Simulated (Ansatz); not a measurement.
System: MgO (interface cell).

Input file:

```
crystal:
  lattice:
    - [3.0078233108, 0.0, 0.0]
    - [-1.5039116554, 4.9879106788, 0.0]
    - [0.0, 0.0, 28.5158837195]
  atoms:
    - { symbol: Mg, position: [0.9318181818, 0.8636363636, 0.9861258011] }
    - { symbol: Mg, position: [0.1818181818, 0.3636363636, 0.1349290292] }
    - { symbol: Mg, position: [0.3636363636, 0.7272727273, 0.2698580584] }
    - { symbol: O, position: [0.0909090909, 0.1818181818, 0.0674645146] }
    - { symbol: O, position: [0.2727272727, 0.5454545455, 0.2023935438] }
    - { symbol: O, position: [0.4545454545, 0.9090909091, 0.337322573] }
    - { symbol: Mg, position: [0.4545454545, 0.9090909091, 0.0899526861] }
    - { symbol: Mg, position: [0.0909090909, 0.1818181818, 0.3148344015] }
    - { symbol: Mg, position: [0.2727272727, 0.5454545455, 0.4497634307] }
    - { symbol: O, position: [0.3636363636, 0.7272727273, 0.0224881715] }
    - { symbol: O, position: [0.0, 1.0, 0.2473698869] }
    - { symbol: O, position: [0.1818181818, 0.3636363636, 0.3822989161] }
    - { symbol: Mg, position: [0.6363636364, 0.2727272727, 0.2248817153] }
    - { symbol: Mg, position: [0.8181818182, 0.6363636364, 0.3598107445] }
    - { symbol: O, position: [0.5454545455, 0.0909090909, 0.1574172007] }
    - { symbol: O, position: [0.7272727273, 0.4545454545, 0.2923462299] }
    - { symbol: O, position: [0.9090909091, 0.8181818182, 0.4272752592] }
    - { symbol: Mg, position: [0.7272727273, 0.4545454545, 0.0449763431] }
    - { symbol: Mg, position: [0.9090909091, 0.8181818182, 0.1799053723] }
    - { symbol: Mg, position: [0.5454545455, 0.0909090909, 0.4047870876] }
    - { symbol: O, position: [0.8181818182, 0.6363636364, 0.1124408577] }
    - { symbol: O, position: [0.5681818182, 0.1363636364, 0.4861258011] }
    - { symbol: O, position: [0.6818181818, 0.3636363636, 0.8598107445] }
    - { symbol: O, position: [0.8636363636, 0.7272727273, 0.7248817153] }
    - { symbol: Mg, position: [0.5909090909, 0.1818181818, 0.9272752592] }
    - { symbol: Mg, position: [0.7727272727, 0.5454545455, 0.7923462299] }
    - { symbol: Mg, position: [0.9545454545, 0.9090909091, 0.6574172007] }
    - { symbol: O, position: [0.9545454545, 0.9090909091, 0.9047870876] }
    - { symbol: O, position: [0.5909090909, 0.1818181818, 0.6799053723] }
    - { symbol: O, position: [0.7727272727, 0.5454545455, 0.5449763431] }
    - { symbol: Mg, position: [0.5, 1.0, 0.7473698869] }
    - { symbol: Mg, position: [0.6818181818, 0.3636363636, 0.6124408577] }
    - { symbol: O, position: [0.1363636364, 0.2727272727, 0.7698580584] }
    - { symbol: O, position: [0.3181818182, 0.6363636364, 0.6349290292] }
    - { symbol: Mg, position: [0.0454545455, 0.0909090909, 0.837322573] }
    - { symbol: Mg, position: [0.2272727273, 0.4545454545, 0.7023935438] }
    - { symbol: Mg, position: [0.4090909091, 0.8181818182, 0.5674645146] }
    - { symbol: O, position: [0.2272727273, 0.4545454545, 0.9497634307] }
    - { symbol: O, position: [0.4090909091, 0.8181818182, 0.8148344015] }
    - { symbol: O, position: [0.0454545455, 0.0909090909, 0.5899526861] }
    - { symbol: Mg, position: [0.3181818182, 0.6363636364, 0.8822989161] }
    - { symbol: Mg, position: [0.1363636364, 0.2727272727, 0.5224881715] }
basis:
  ecutwfc: 420
kpoints:
  mp_grid: { grid: [8, 8, 1] }
hamiltonian:
  xc: pbe
scf:
  occupations: { method: gaussian, width: 0.05 }
output:
  forces: true
  stress: true
  eigenvalues: true
  write_density: true
  write_potential: true
  elf: true
  volumetric_format: npy
relax:
  adjacent_minimum: "off"
  f_tol: 0.02
  max_steps: 60
  cell: { fix: [a, b, alpha, beta, gamma], stress_tol: 0.1 }
```

Command:

```sh
ansatz run input.yaml --threads 4 --pin off --max-ram 12288MiB --backend cpu --events-out ev --progress --plain --runs-dir out
```

The fields are those of the relaxed geometry.

Computed with Ansatz, DFT PBE, scalar-relativistic, plane waves, PAW.

> Predict the valence pseudo-density and electron localisation function between the atoms.

Mg–O (2.07 Å): ρ at the midpoint is about 0.38 e/Å³; the ELF peaks at about 0.85 in the valence shell of O, 0.6 Å from its nucleus, and is about 0.35 at the midpoint (a closed-shell, largely ionic contact).

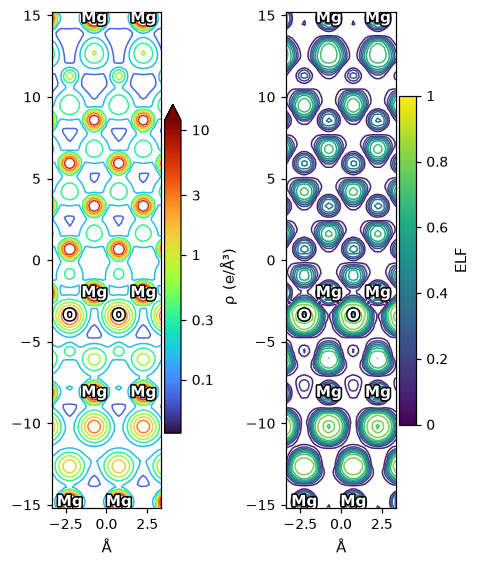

Computed valence pseudo-density and electron localisation function on the (011̄) plane of the calculation cell, in this order. Atoms just off the plane (Mg, 0.3 Å away and O, 0.3 Å away) can leave unmarked features too.
